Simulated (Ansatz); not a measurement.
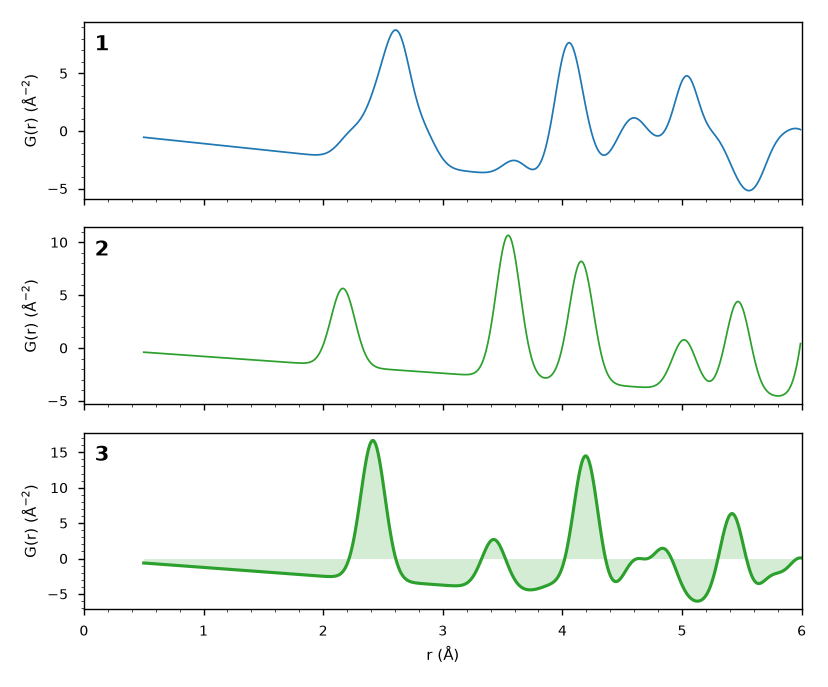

Simulated X-ray pair distribution function, G(r) = R(r)/r − 4πρ₀r, summed over the atomic distances of the structure with each pair weighted by the product of the atomic numbers (X-ray weights at Q = 0); every distance is a Gaussian of σ = 0.10 Å.

Candidate structures:

A. 
```cif
data_structure
_symmetry_space_group_name_H-M 'I-43m'
_symmetry_Int_Tables_number 217
_cell_length_a 8.7398
_cell_length_b 8.7398
_cell_length_c 8.7398
_cell_angle_alpha 90.000
_cell_angle_beta 90.000
_cell_angle_gamma 90.000
_cell_volume 667.58
loop_
_atom_site_label
_atom_site_type_symbol
_atom_site_symmetry_multiplicity
_atom_site_Wyckoff_symbol
_atom_site_fract_x
_atom_site_fract_y
_atom_site_fract_z
_atom_site_occupancy
Mn1 Mn 8 c 0.31929 0.68071 0.68071 1
Mn2 Mn 24 g 0.85492 0.14508 0.46790 1
Mn3 Mn 24 g 0.91125 0.08875 0.71545 1
Mn4 Mn 2 a 0.00000 0.00000 0.00000 1
```

B. 
```cif
data_structure
_symmetry_space_group_name_H-M 'P 1'
_symmetry_Int_Tables_number 1
_cell_length_a 2.4328
_cell_length_b 2.4328
_cell_length_c 7.8385
_cell_angle_alpha 90.000
_cell_angle_beta 90.000
_cell_angle_gamma 120.000
_cell_volume 40.18
loop_
_atom_site_label
_atom_site_type_symbol
_atom_site_fract_x
_atom_site_fract_y
_atom_site_fract_z
_atom_site_occupancy
Mn1 Mn 0.00000 0.00000 0.00000 1
Mn2 Mn 0.00000 0.00000 0.50000 1
Mn3 Mn 0.33333 0.66667 0.25000 1
Mn4 Mn 0.66667 0.33333 0.75000 1
```

C. 
```
CELL_PARAMETERS angstrom
5.01649 0.00000 0.00000
0.00000 5.01649 0.00000
0.00000 0.00000 5.01649
ATOMIC_POSITIONS crystal
Mn 0.75000 0.75000 0.75000
Mn 0.00000 0.50000 0.00000
Mn 0.75000 0.25000 0.25000
Mn 0.00000 0.00000 0.50000
Mn 0.25000 0.75000 0.25000
Mn 0.50000 0.50000 0.50000
Mn 0.25000 0.25000 0.75000
Mn 0.50000 0.00000 0.00000
```

Origins: A, the end point of a relaxation with Ansatz 0.2.0, DFT, BLYP, plane waves (420 eV) with PAW, scalar-relativistic; the starting structure was generated, so it need not be a known form of this composition; B, coordinates from a relaxation with DFT, LDA (PW92), plane waves (420 eV) with PAW, scalar-relativistic (Ansatz 0.2.0); the starting structure was generated, so it need not be a known form of this composition; C, coordinates from a relaxation with DFT, BLYP, plane waves (420 eV) with PAW, scalar-relativistic (Ansatz 0.2.0); the starting structure was generated, so it need not be a known form of this composition.

### Match each curve to its structure.

curve 1 is A (Mn, first clear peaks at 2.61 Å (Mn–Mn) and 3.60 Å (Mn–Mn)); curve 2 is C (Mn, first clear peaks at 2.17 Å (Mn–Mn) and 3.55 Å (Mn–Mn)); curve 3 is B (Mn, first clear peaks at 2.42 Å (Mn–Mn) and 3.43 Å (Mn–Mn)).
